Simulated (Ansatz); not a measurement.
**What a change does: geometry relaxation on ZrB**

System: ZrB (2 atoms in the cell).
Method of run A: Kohn-Sham DFT of a periodic cell, PBE0, Ansatz PAW, no spin polarisation (Ansatz 0.2.0).

The structure derives from an entry of the Crystallography Open Database. Text and figures count atoms from 1; the logs count them from 0 in places.

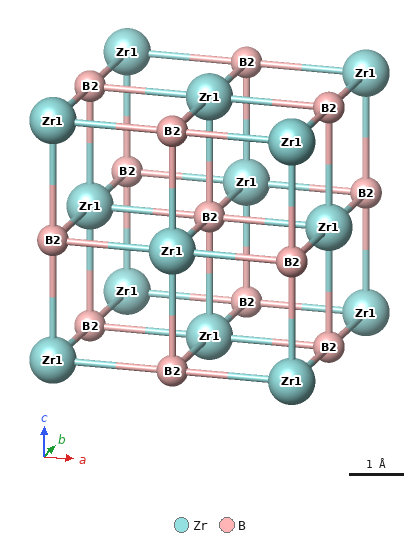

The starting structure (ball-and-stick view of the cell 4 times as large as that of the calculation, set on its symmetry axes, seen at an oblique angle; atoms are numbered from 1 in the order of the input). An atom can appear more than once, as a periodic image. Near neighbours in the periodic cell (some may lie outside the picture): Zr has 6 B at 2.33 Å; B has 6 Zr at 2.33 Å.

### Input, run A
```yaml
crystal:
  lattice:
    - [0.0, 2.325, 2.325]
    - [2.325, 0.0, 2.325]
    - [2.325, 2.325, 0.0]
  atoms:
    - { symbol: Zr, position: [0.0, 0.0, 0.0] }
    - { symbol: B, position: [0.5, 0.5, 0.5] }
hamiltonian:
  xc: pbe0
  pseudopotentials: { kind: paw }
kpoints:
  mp_grid: { grid: [5, 5, 5] }
scf:
  occupations: { method: fermi_dirac, width: 0.05 }
output:
  forces: true
  stress: true
  eigenvalues: true
relax:
  f_tol: 0.01
  max_steps: 40
  cell: { stress_tol: 0.05 }
```

Hardware: 1 × NVIDIA H100 80GB HBM3, 2 threads of AMD EPYC (Zen 3), 1656 GiB of memory available, shared host.

### Output, shortened to warnings, some set-up lines, iterations and results (run A)
```
Basis set: ecut = 420 eV, 531 PW (Γ), exchange–correlation on 48×48×48 points (8 copies of the dense FFT grid, shifted against one another)
Symmetry: 48 space group operations
k-points: 10 of 125
Initial density: superposition of atomic densities (neutral atoms: chi_scale 0, normalization atom), corrected by the library's trained network
[...]
SCF iter   1: F=—  HF=-4340.116967 eV  |F-HF|=—  |Δ(HF+E_count)|=         —  Δρ=4.06e-3  dr2=4.34e-3  ethr=1.77e-3  ⟨swp⟩=5.1  Hψ=486  notcnv=0
SCF iter   2: F=—  HF=-4340.116241 eV  |F-HF|=—  |Δ(HF+E_count)|=   7.26e-4  Δρ=1.76e-3  dr2=5.99e-4  ethr=2.89e-5  ⟨swp⟩=3.2  Hψ=320  notcnv=0
SCF iter   3: F=—  HF=-4340.116189 eV  |F-HF|=—  |Δ(HF+E_count)|=   5.28e-5  Δρ=6.28e-4  dr2=8.84e-5  ethr=3.99e-6  ⟨swp⟩=3.0  Hψ=217  notcnv=0
SCF iter   4: F=—  HF=-4340.116173 eV  |F-HF|=—  |Δ(HF+E_count)|=   1.53e-5  Δρ=1.40e-4  dr2=2.29e-6  ethr=1.43e-8  ⟨swp⟩=2.9  Hψ=426  notcnv=0
SCF iter   5: F=—  HF=-4340.116173 eV  |F-HF|=—  |Δ(HF+E_count)|=   1.19e-7  Δρ=1.16e-5  dr2=9.89e-9  ethr=1.43e-8  ⟨swp⟩=2.2  Hψ=196  notcnv=0
[... 126 lines ...]
SCF 18 converged in 2 iterations: F = -4342.586953 eV  dr2 = 8.05e-13
SCF iter   1: F=—  HF=-4342.586953 eV  |F-HF|=—  |Δ(HF+E_count)|=         —  Δρ=7.55e-8  dr2=8.54e-13  ethr=1.33e-12  ⟨swp⟩=13.8  Hψ=645  notcnv=0
SCF iter   2: F=-4342.586953 eV  HF=-4342.586953 eV  |F-HF|=0.00e0  |Δ(HF+E_count)|=    0.00e0  Δρ=2.96e-8  dr2=7.76e-14  ethr=1.00e-12  ⟨swp⟩=2.0  Hψ=191  notcnv=0
SCF 19 converged in 2 iterations: F = -4342.586953 eV  dr2 = 7.76e-14
relax step   7: F+E_penalty+E_count = -4342.58695275 eV  Δ(F+E_penalty+E_count) = -5.457e-12 eV  max|allowed force component| = 1.989e-30 eV/Å  Δτ_max = 0.0000 Å  P = +0.002 …
basis re-selected at this cell: Δ(F+E_penalty+E_count) = -5.457e-12 eV, ΔP = +0.000 GPa vs the last step (what re-selecting the basis moved, of the pressure what is left beyond the Pulay correction that the steps carried, after the strain that the cell walked since its last selection, with what the …
hybrid SCF converged: 2 outer / 4 inner (+0 warm-up), last move |dexx| = 4.26e-14 eV, tail = 1.71e-13 eV
Stability not checked: this state was not tested for a lower state beside it, because the functional holds exact exchange (a hybrid, or Hartree-Fock), whose exchange loop this test does not read (fock_operator; see scf.lower_state_search)
Free energy (F): -4342.586953 eV
Frozen-core exchange: fock
Harris-Foulkes:  -4342.586953 eV  (|F-HF|=0.00e0)
Internal energy: -4342.573793 eV  (E = F + TS)
E sigma→0 (E₀):  -4342.580373 eV
Entropy (-TS):   -0.013160 eV (-6.580 meV/atom)
Fermi energy:    12.346869 eV
--- Per-component energies (eV) ---
  E_band       = -112.126637
  E_kinetic    = 378.005584
  E_local      = -629.517862  (includes V_loc(G=0)·N_el)
  E_nonlocal   = 90.129781
  E_hartree    = 194.667228
  E_xc         = -149.910809
  E_vxc        = -177.088405  (∫ρ·V_xc dr)
  E_exx        = -42.178161  (= α·E_x^exact, valence–valence)
  E_paw        = -3035.325837  (= ΣΔE_a)
  E_vpaw       = -78.633888  (= ΣTr[D̂ρ^β])
  E_aug_tail   = 0.000023  (compensation charges beyond the density's cutoff)
  E_ewald      = -1148.049001
  E_core_change = -0.394738  (= ΣΔE_core)
  E_smearing   = -0.013160  (= −TS)
  E_closure    = 0.000000  (closes the sum)
  Σ components = -4342.586953   (vs F -4342.586953, Δ=0.00e0)
--- Forces (eV/Å), atoms counted from 1 ---
  atom   1  Zr     0.00000000    -0.00000000     0.00000000
  atom   2  B      0.00000000    -0.00000000    -0.00000000
  max |Σ_I F_I| component: 5.49e-30 eV/Å
--- Stress (GPa, compression-positive) ---
        0.001629       0.000000       0.000000
        0.000000       0.001629      -0.000000
        0.000000      -0.000000       0.001629
  P = ⅓ Tr σ = 0.0016 GPa (0.016 kbar)
--- Relaxed structure (5 steps of the walk, 5 accepted, 2 SCFs on fresh bases) ---
  F+E_penalty+E_count = -4342.58695275 eV   max|allowed force component| = 1.989e-30 eV/Å   (the final SCF, on the basis selected at the relaxed cell)
  cell:  # Å, volume = 29.2560 Å³
[...]
```

Run B used a changed input.

### The two runs side by side

```tsv
quantity	run A	run B
outcome	converged	converged
free energy per atom (eV)	−2171.2935	−2171.4544
energy per atom, smearing taken to zero (eV)	−2171.2902	−2171.4510
gap on the mesh (eV)	0.00	0.00
pressure (GPa)	0.00	0.00
volume per atom (Å³)	14.63	14.67
largest force (eV/Å)	0.000	0.000
irreducible k-points	10	10
wall time (shared host)	60 s	41 s
```

What was changed in the input?

The change (lines with − go, lines with + come):
```diff
-  xc: pbe0
+  xc: { exchange: pbe, correlation: pbe, exx: { coeff: 0.25, omega: 0.3 } }
```

The total energies belong to different methods, so their difference says nothing on which is more stable or more accurate. The volume per atom goes from 14.63 to 14.67 Å³. On the same kind of shared host run B took about 0.69 times as long.

### Output, shortened to warnings, some set-up lines, iterations and results (run B)
```
Basis set: ecut = 420 eV, 531 PW (Γ), exchange–correlation on 48×48×48 points (8 copies of the dense FFT grid, shifted against one another)
Symmetry: 48 space group operations
k-points: 10 of 125
Initial density: superposition of atomic densities (neutral atoms: chi_scale 0, normalization atom), corrected by the library's trained network
[...]
SCF iter   1: F=—  HF=-4340.117245 eV  |F-HF|=—  |Δ(HF+E_count)|=         —  Δρ=4.08e-3  dr2=4.38e-3  ethr=1.77e-3  ⟨swp⟩=5.1  Hψ=486  notcnv=0
SCF iter   2: F=—  HF=-4340.116503 eV  |F-HF|=—  |Δ(HF+E_count)|=   7.42e-4  Δρ=1.76e-3  dr2=6.02e-4  ethr=2.92e-5  ⟨swp⟩=3.2  Hψ=320  notcnv=0
SCF iter   3: F=—  HF=-4340.116449 eV  |F-HF|=—  |Δ(HF+E_count)|=   5.42e-5  Δρ=6.32e-4  dr2=8.87e-5  ethr=4.01e-6  ⟨swp⟩=3.0  Hψ=217  notcnv=0
SCF iter   4: F=—  HF=-4340.116434 eV  |F-HF|=—  |Δ(HF+E_count)|=   1.51e-5  Δρ=1.40e-4  dr2=2.29e-6  ethr=1.44e-8  ⟨swp⟩=2.9  Hψ=426  notcnv=0
SCF iter   5: F=—  HF=-4340.116434 eV  |F-HF|=—  |Δ(HF+E_count)|=   1.20e-7  Δρ=1.16e-5  dr2=9.85e-9  ethr=1.44e-8  ⟨swp⟩=2.2  Hψ=196  notcnv=0
[... 95 lines ...]
SCF 17 converged in 2 iterations: F = -4342.908766 eV  dr2 = 2.00e-12
SCF iter   1: F=—  HF=-4342.908766 eV  |F-HF|=—  |Δ(HF+E_count)|=         —  Δρ=8.66e-8  dr2=1.32e-12  ethr=1.33e-12  ⟨swp⟩=13.5  Hψ=622  notcnv=0
SCF iter   2: F=-4342.908766 eV  HF=-4342.908766 eV  |F-HF|=0.00e0  |Δ(HF+E_count)|=    0.00e0  Δρ=3.84e-8  dr2=2.04e-13  ethr=1.00e-12  ⟨swp⟩=2.0  Hψ=194  notcnv=0
SCF 18 converged in 2 iterations: F = -4342.908766 eV  dr2 = 2.04e-13
relax step   7: F+E_penalty+E_count = -4342.90876637 eV  Δ(F+E_penalty+E_count) = -1.000e-11 eV  max|allowed force component| = 2.761e-30 eV/Å  Δτ_max = 0.0000 Å  P = +0.002 …
basis re-selected at this cell: Δ(F+E_penalty+E_count) = -1.000e-11 eV, ΔP = +0.000 GPa vs the last step (what re-selecting the basis moved, of the pressure what is left beyond the Pulay correction that the steps carried, after the strain that the cell walked since its last selection, with what the …
hybrid SCF converged: 2 outer / 4 inner (+0 warm-up), last move |dexx| = 2.84e-14 eV, tail = 4.45e-13 eV
Stability not checked: this state was not tested for a lower state beside it, because the functional holds exact exchange (a hybrid, or Hartree-Fock), whose exchange loop this test does not read (fock_operator; see scf.lower_state_search)
Free energy (F): -4342.908766 eV
Frozen-core exchange: fock
Harris-Foulkes:  -4342.908766 eV  (|F-HF|=0.00e0)
Internal energy: -4342.895420 eV  (E = F + TS)
E sigma→0 (E₀):  -4342.902093 eV
Entropy (-TS):   -0.013346 eV (-6.673 meV/atom)
Fermi energy:    12.330799 eV
--- Per-component energies (eV) ---
  E_band       = -104.261874
  E_kinetic    = 378.008177
  E_local      = -631.277178  (includes V_loc(G=0)·N_el)
  E_nonlocal   = 90.287014
  E_hartree    = 195.319324
  E_xc         = -158.569650
  E_vxc        = -185.299056  (∫ρ·V_xc dr)
  E_exx        = -33.626075  (= α·E_x^exact, valence–valence)
  E_paw        = -3035.563722  (= ΣΔE_a)
  E_vpaw       = -79.367350  (= ΣTr[D̂ρ^β])
  E_aug_tail   = 0.000023  (compensation charges beyond the density's cutoff)
  E_ewald      = -1147.067586
  E_core_change = -0.405746  (= ΣΔE_core)
  E_smearing   = -0.013346  (= −TS)
  E_closure    = -0.000000  (closes the sum)
  Σ components = -4342.908766   (vs F -4342.908766, Δ=0.00e0)
--- Forces (eV/Å), atoms counted from 1 ---
  atom   1  Zr    -0.00000000    -0.00000000    -0.00000000
  atom   2  B      0.00000000    -0.00000000     0.00000000
  max |Σ_I F_I| component: 3.42e-30 eV/Å
--- Stress (GPa, compression-positive) ---
        0.001875      -0.000000      -0.000000
       -0.000000       0.001875      -0.000000
       -0.000000      -0.000000       0.001875
  P = ⅓ Tr σ = 0.0019 GPa (0.019 kbar)
--- Relaxed structure (5 steps of the walk, 5 accepted, 2 SCFs on fresh bases) ---
  F+E_penalty+E_count = -4342.90876637 eV   max|allowed force component| = 2.761e-30 eV/Å   (the final SCF, on the basis selected at the relaxed cell)
  cell:  # Å, volume = 29.3312 Å³
[...]
```
